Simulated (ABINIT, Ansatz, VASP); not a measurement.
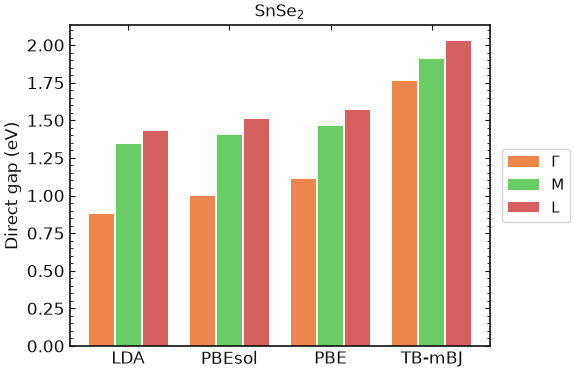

Direct gap at each named k point, by several methods on one cell of CdI2-type SnSe₂, space group P-3m1 (No. 164), 3 atoms in the cell; a = 3.811 Å, c = 6.136 Å (hexagonal axes). All runs are without spin-orbit coupling and carry no moments. The cell is at 6 GPa in PBE. The smallest gap is indirect or lies off these points.

| method | program | Γ (eV) | M (eV) | L (eV) |
| --- | --- | --- | --- | --- |
| LDA | ABINIT | 0.88 | 1.34 | 1.43 |
| PBEsol | VASP | 1.00 | 1.40 | 1.51 |
| PBE | Ansatz LAPW | 1.11 | 1.46 | 1.57 |
| TB-mBJ | ABINIT | 1.76 | 1.91 | 2.03 |

**What does HSE06 give? It was run as: HSE06, Ansatz PAW, 6×6×4 k mesh, 420 eV cutoff, Fermi-Dirac smearing of 0.05 eV (Ansatz).**

Exact exchange opens the gap over the semilocal values shown, the highest of which is 1.76 eV (TB-mBJ) at Γ. HSE06 gives 1.92 eV at Γ, 2.11 eV at M and 2.27 eV at L, which is +0.81 eV from PBE at Γ.

**How do the methods rank at Γ?**

From low to high: LDA 0.88, PBEsol 1.00, PBE 1.11, TB-mBJ 1.76, HSE06 1.92 eV.

Settings. LDA: JTH PAW LDA v2.0, 6×6×4 k mesh, 408 eV cutoff, Fermi-Dirac smearing of 0.05 eV (ABINIT). PBEsol: VASP PAW PBE potentials, release 64 (Sn_d, Se), 8×8×5 k mesh in the self-consistent step, 520 eV cutoff, Gaussian smearing of 0.02 eV (VASP 6.6.1). PBE: all-electron LAPW, 6×6×4 k mesh, Fermi-Dirac smearing of 0.02 eV (Ansatz 0.2.0). TB-mBJ: JTH PAW LDA v2.0, 6×6×4 k mesh, 707 eV cutoff, Fermi-Dirac smearing of 0.05 eV (ABINIT 10.8.3 (patched build)).

These are five of the 13 methods that were run on this cell. The runs come from different programs and meshes, which adds differences of its own. Spin-orbit coupling is left out, which matters for Sn and Se. LDA, GGA and most meta-GGA functionals understate gaps. PBEsol, TB-mBJ and HSE06: the PAW data sets were made with another functional. TB-mBJ: the constant c of TB-mBJ comes from the pseudo density here, which moves gaps by up to 0.3 eV between sets of potentials. HSE06: the k mesh is thin for exact exchange. Over all k points computed the smallest gap is 0.69 eV in LDA, 0.67 eV in PBEsol, 0.83 eV in PBE, 1.32 eV in TB-mBJ and 1.45 eV in HSE06, and such a mesh can miss a smaller one.
